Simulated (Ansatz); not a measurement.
Start from this file.

```
CELL_PARAMETERS angstrom
0.00000 -8.40414 0.00000
7.59100 0.00000 4.41363
-7.55001 0.00000 4.48426
ATOMIC_POSITIONS crystal
Si 0.00000 0.00000 0.00000
Si 0.00789 0.32364 0.63414
Si 0.00835 0.63812 0.30271
Si 0.51170 0.96875 0.32346
Si 0.50378 0.30668 0.96523
Si 0.51341 0.65395 0.65730
Si 0.88293 0.97257 0.31816
Si 0.88063 0.31641 0.96702
Si 0.87608 0.66257 0.64483
Si 0.39200 0.98210 0.99931
Si 0.38501 0.31448 0.63560
Si 0.38321 0.63075 0.30759
O 0.97397 0.13526 0.93287
O 0.91247 0.46442 0.59546
O 0.98513 0.79290 0.25092
O 0.40563 0.83166 0.35225
O 0.43064 0.16680 0.02080
O 0.48842 0.49125 0.69149
O 0.96381 0.12673 0.49200
O 0.90961 0.46594 0.16668
O 0.99574 0.78666 0.82993
O 0.48984 0.92673 0.12013
O 0.40991 0.26223 0.78709
O 0.46518 0.60614 0.46269
O 0.69890 0.94861 0.35450
O 0.69329 0.27235 0.92870
O 0.69558 0.72761 0.70847
O 0.38614 0.80839 0.79975
O 0.44416 0.16358 0.44714
O 0.46831 0.50131 0.12249
O 0.89280 0.02271 0.15902
O 0.96183 0.36993 0.83195
O 0.93590 0.71006 0.49970
O 0.19217 0.96112 0.03570
O 0.19739 0.36203 0.62558
O 0.19416 0.58781 0.29826
Si 0.17998 0.70902 0.89698
```

Q: Describe what this structure looks like.

A: This is Si13O24. There is no symmetry operation other than the lattice translations (P1). Counting shared atoms by their share gives 13 Si, 24 O, or 37 atoms. The bonds build a three-dimensional framework.

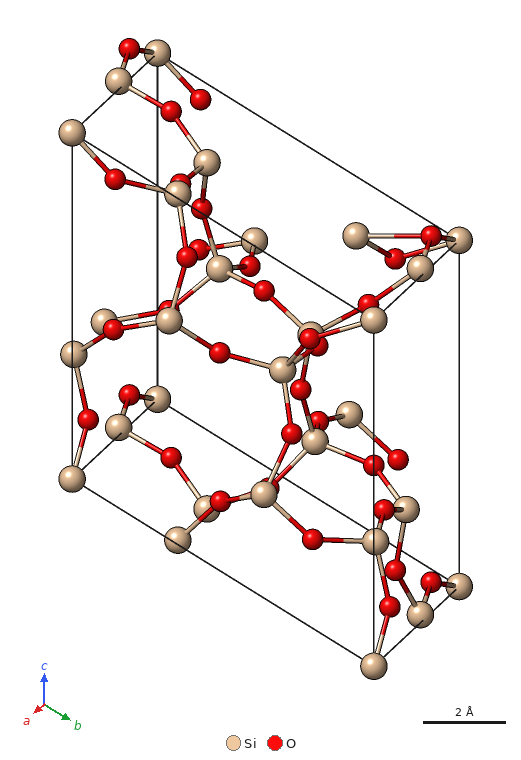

Crystal structure, ball-and-stick style, seen slightly off an axis. The wireframe shows the simulation cell.

The cell started as a structure listed in the Materials Project, repeated into a supercell with a point defect put in. The atoms were relaxed in a fixed cell with DFT PBE, scalar-relativistic, plane waves, PAW in Ansatz.
